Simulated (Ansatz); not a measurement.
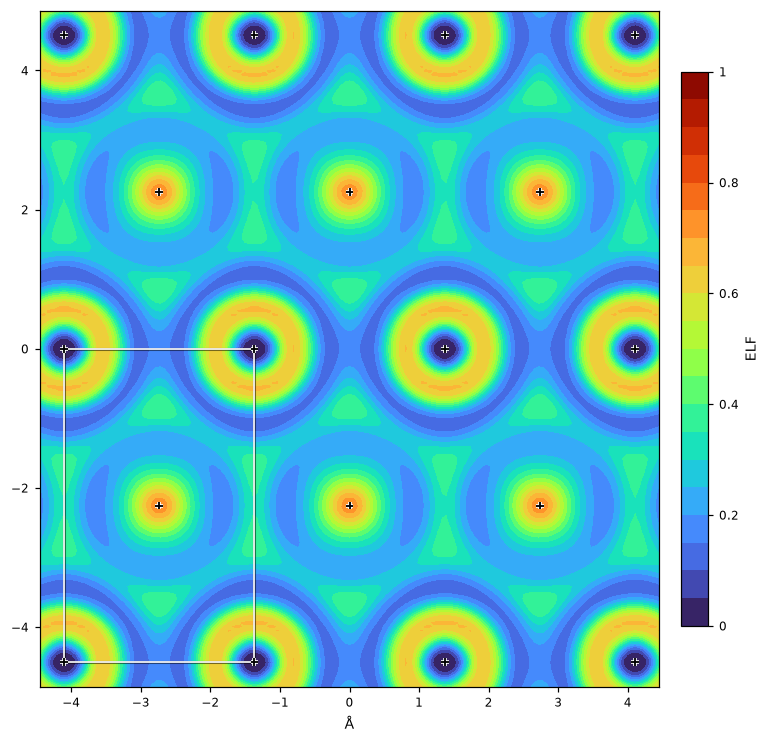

The electron localisation function on a plane through atoms (crosses mark nuclei in the plane).

Theory: Ansatz, DFT, LDA, PAW with Ansatz's default frozen-core files, scalar-relativistic.

Candidates:
A. Mn, a = 2.47 Å, b = 2.47 Å, c = 4.27 Å, α = 90.00°, β = 73.22°, γ = 60.00°. Space group Fm-3m; computed pressure about −15 GPa in this cell; the program warned that a starting moment wasn't kept; spin-polarised, but the moments vanished.
B. TiNi, a = 2.74 Å, b = 2.74 Å, c = 3.58 Å, α = 90.00°, β = 90.00°, γ = 90.00°. Space group P4/mmm; a structure from a database of computed crystals, not necessarily the ambient phase; computed pressure about −12 GPa in this cell; spin-polarised.

Which candidate gave the map?

Candidate B: TiNi on the (011̄) plane of the conventional cell, which holds Ti and Ni. Ti–Ni (2.64 Å): the ELF is about 0.25 at the midpoint: no shared electron pair shows on this line. Ti–Ti (2.74 Å): the ELF is about 0.20 at the midpoint (no shared electron pair shows on this line).
